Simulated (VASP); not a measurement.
Input of the run:

INCAR:
```
SYSTEM = Al2O3
PREC = Accurate
ENCUT = 520
EDIFF = 1E-7
ISMEAR = 0
SIGMA = 0.02
LREAL = .FALSE.
LASPH = .TRUE.
NELM = 100
ALGO = Normal
ISIF = 2
LWAVE = .FALSE.
LCHARG = .FALSE.
GGA = PE
```

KPOINTS:
```
regular mesh
0
G
  8 8 8
  0 0 0
```

POSCAR:
```
Al2O3                                   
1.0
    2.3738915604      1.3705669281      4.3188725138
   -2.3738915604      1.3705669281      4.3188725138
    0.0000000000     -2.7411338661      4.3188725138
  Al              O             
     4     6
Direct
     0.3518830290303517    0.3518830290303517    0.3518830290303580
     0.1481169709696483    0.1481169709696483    0.1481169709696420
     0.6481169709696483    0.6481169709696483    0.6481169709696420
     0.8518830290303517    0.8518830290303517    0.8518830290303580
     0.5563166680848404    0.9436833319151596    0.2500000000000000
     0.2499999999999993    0.5563166680848397    0.9436833319151591
     0.9436833319151603    0.2500000000000007    0.5563166680848409
     0.4436833319151596    0.0563166680848404    0.7500000000000000
     0.7500000000000007    0.4436833319151602    0.0563166680848409
     0.0563166680848398    0.7499999999999993    0.4436833319151591
```

KPOINTS_OPT:
```
path GLB1,BZGX,QFP1Z,LP
10
line-mode
reciprocal
 0.0000000000  0.0000000000  0.0000000000  G
 0.5000000000  0.0000000000  0.0000000000  L

 0.5000000000  0.0000000000  0.0000000000  L
 0.5000000000  0.2340579659 -0.2340579659  B1

 0.7659420341  0.5000000000  0.2340579659  B
 0.5000000000  0.5000000000  0.5000000000  Z

 0.5000000000  0.5000000000  0.5000000000  Z
 0.0000000000  0.0000000000  0.0000000000  G

 0.0000000000  0.0000000000  0.0000000000  G
 0.3670289829  0.0000000000 -0.3670289829  X

 0.6329710171  0.3670289829  0.0000000000  Q
 0.5000000000  0.5000000000  0.0000000000  F

 0.5000000000  0.5000000000  0.0000000000  F
 0.6329710171  0.6329710171  0.2340579659  P1

 0.6329710171  0.6329710171  0.2340579659  P1
 0.5000000000  0.5000000000  0.5000000000  Z

 0.5000000000  0.0000000000  0.0000000000  L
 0.7659420341  0.3670289829  0.3670289829  P
```

System: corundum-type Al2O3, space group R-3c, 10 atoms in the primitive cell.

VASP 6.6.1; PBE, VASP PAW PBE potentials, release 64 (Al, O), no spin polarisation, no spin-orbit coupling, 8×8×8 k mesh, 520 eV cutoff, Gaussian smearing of 0.02 eV.

What does the calculation give for the electronic structure? The path is Γ–L–B1|B–Z–Γ–X|Q–F–P1–Z|L–P.

The material is gapped. The gap along this path is 6.33 eV and direct: both edges lie at Γ. The top valence level at Γ is a single band, not degenerate (spin aside). The next level lies only 0.04 eV lower.

LDA, GGA and most meta-GGA functionals understate gaps. The cell is at 9 GPa in this functional. The cell was built from a pattern and not relaxed, so its bond lengths can be off. In reduced coordinates of the cell that was run, L is (0.5, 0, 0), B1 is (0.5, 0.234, −0.234), B is (0.766, 0.5, 0.234), Z is (0.5, 0.5, 0.5), X is (0.367, 0, −0.367), Q is (0.633, 0.367, 0), F is (0.5, 0.5, 0), P1 is (0.633, 0.633, 0.234) and P is (0.766, 0.367, 0.367).

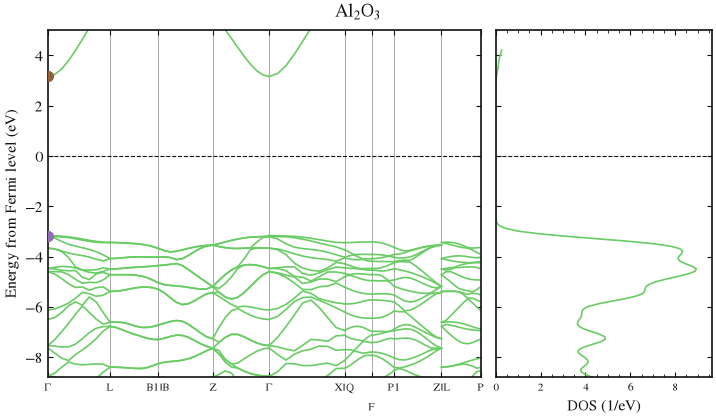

Band structure and density of states. Energies are counted from the Fermi level, put mid-gap where there is a gap. The DOS curve is built from the levels of the k mesh with Gaussians 0.55 eV wide, which also blur the band edges; ripples of that width can come from the mesh.
